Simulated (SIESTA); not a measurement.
# A series of single points on MoP

System: MoP (2 atoms in the cell).
Method: Kohn-Sham DFT of a periodic cell, PBE, PseudoDojo 0.4 standard, converted to PSML, no spin polarisation (SIESTA 5.4.2).

The 7 runs differ only in the geometry, by an even scaling of the cell at fixed fractional positions. The structure derives from an entry of the Crystallography Open Database.

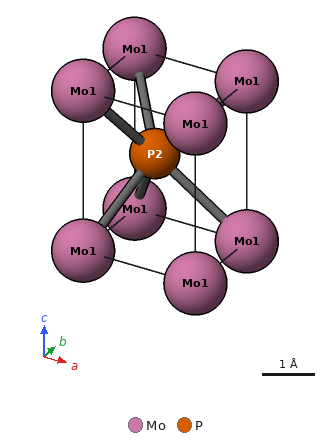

Figure 1. The structure of run 4 (ball-and-stick view of the cell of the calculation, seen slightly off an axis; atoms are numbered from 1 in the order of the input). An atom can appear more than once, as a periodic image.

### Input file of run 4
```
SystemName                      MoP
SystemLabel                     MoP
NumberOfSpecies                 2
NumberOfAtoms                   2
%block ChemicalSpeciesLabel
  1  42 Mo
  2  15 P
%endblock ChemicalSpeciesLabel
%include structure.fdf

%block kgrid.MonkhorstPack
   10   0   0  0.0
    0  10   0  0.0
    0   0   8  0.0
%endblock kgrid.MonkhorstPack
XC.Functional                   GGA
XC.Authors                      PBE
PAO.BasisSize                   DZP
PAO.EnergyShift                 0.003 Ry
Mesh.Cutoff                     800 Ry
OccupationFunction              FD
ElectronicTemperature           0.05 eV
MaxSCFIterations                120
SCF.MustConverge                false
SCF.Mixer.Method                Pulay
SCF.Mixer.Weight                0.25
SCF.Mixer.History               8
SCF.DM.Tolerance                5.0e-05
SCF.H.Tolerance                 1.0e-03 eV
WriteForces                     true
Charge.Mulliken                 end
%block PAO.Basis
  Mo 5
  n=4 0 2
    3.234 0.000
  n=5 0 2
    8.986 0.000
  n=4 1 2
    3.729 0.000
  n=5 1 1
    8.986
  n=4 2 2
    6.762 0.000
%endblock PAO.Basis
```

### File structure.fdf of run 4
```
LatticeConstant                 1.0 Ang
%block LatticeVectors
     3.2230000000     0.0000000000     0.0000000000
    -1.6115000000     2.7911998764     0.0000000000
     0.0000000000     0.0000000000     3.1910000000
%endblock LatticeVectors
AtomicCoordinatesFormat         Fractional
%block AtomicCoordinatesAndAtomicSpecies
     0.0000000000     0.0000000000     0.0000000000  1  Mo
     0.3333333333     0.6666666667     0.5000000000  2  P
%endblock AtomicCoordinatesAndAtomicSpecies
```

Command:
```bash
siesta MoP.fdf > MoP.out 2>&1
```

Run 3 differs from it as follows:
```diff
-     3.2230000000     0.0000000000     0.0000000000
-    -1.6115000000     2.7911998764     0.0000000000
-     0.0000000000     0.0000000000     3.1910000000
+     3.2013684757     0.0000000000     0.0000000000
+    -1.6006842379     2.7724664269     0.0000000000
+     0.0000000000     0.0000000000     3.1695832473
```

### Results, with one run withheld

| run | volume per atom (Å³) | free energy per atom, from the lowest run given (meV) | pressure (GPa) |
| --- | --- | --- | --- |
| 1 | 13.492 | 78.38 | 22.53 |
| 2 | 13.779 | 43.81 | 16.24 |
| 3 | 14.066 | ? | ? |
| 4 | 14.353 | 5.63 | 5.46 |
| 5 | 14.640 | 0.00 | 0.92 |
| 6 | 14.927 | 2.17 | −3.25 |
| 7 | 15.214 | 11.32 | −6.90 |

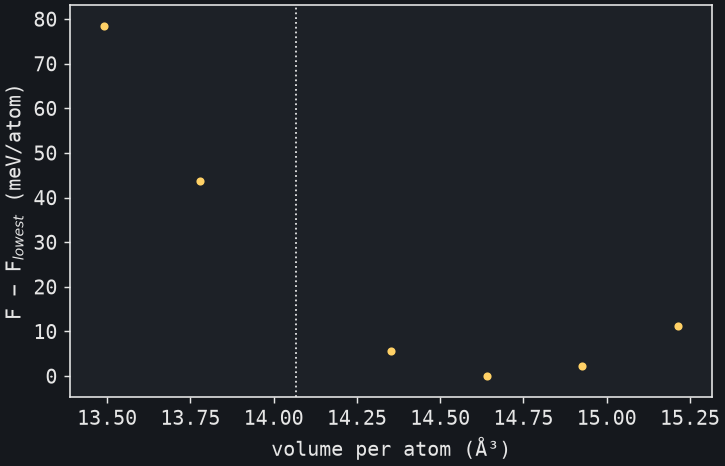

Figure 2. Free energy per atom of the runs given; the dotted line marks run 3.

Fit the runs given and predict run 3.

A cubic polynomial in V^(−2/3) (the Birch–Murnaghan form), fitted to the 6 runs given, misses them by at most 0.01 meV per atom. With x = V^(−2/3) − 0.16911 Å⁻², it reads F = 4.7646 + 4002.8 x + 8.153e+05 x² + 8.889e+05 x³ (meV per atom). At run 3 it gives 19.91 meV per atom, and the run itself gives 19.90. The slope of the fit gives a pressure −dF/dV of 10.56 GPa there, and the run prints 10.58 GPa. The fit has its minimum at 14.700 Å³ per atom, where V d²F/dV² gives 218 GPa. Cell shape and fractional positions are held, so this is the stiffness under even scaling; the relaxed bulk modulus wasn't computed.

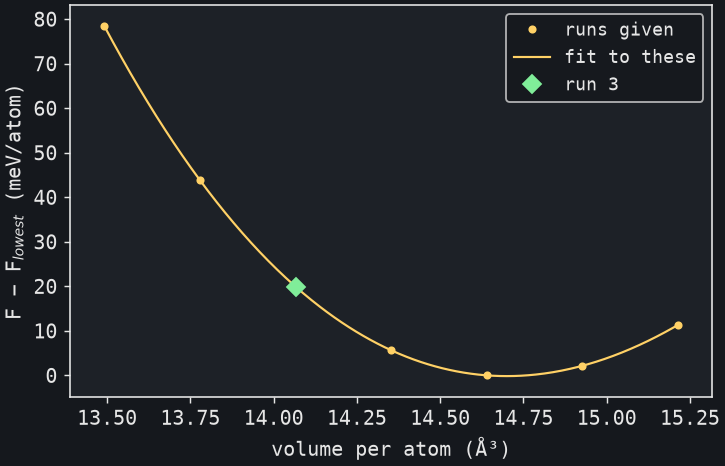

Figure 3. The fit and the withheld run.

### Some lines of the output (run 3)
```
[...]
outcell: Cell volume (Ang**3)        :     28.1322
stepf: Fermi-Dirac step function
siesta: Etot    =     -2098.402556
siesta: FreeEng =     -2098.407937
        iscf     Eharris(eV)        E_KS(eV)     FreeEng(eV)     dDmax    Ef(eV) dHmax(eV)
siesta: E_KS(eV) =            -2101.5932
siesta: E_KS - E_eggbox =     -2101.5932
siesta: Etot    =     -2101.593169
siesta: FreeEng =     -2101.597413
siesta:         Fermi =      -5.045330
siesta: Cell volume =         28.132228 Ang**3
    Orbital volume contribution        =           2.491069 eV
```

Notes: Points of doubt noted for this run: mulliken charges of long orbitals. With a small basis of atomic orbitals these values can differ much from converged plane-wave results.
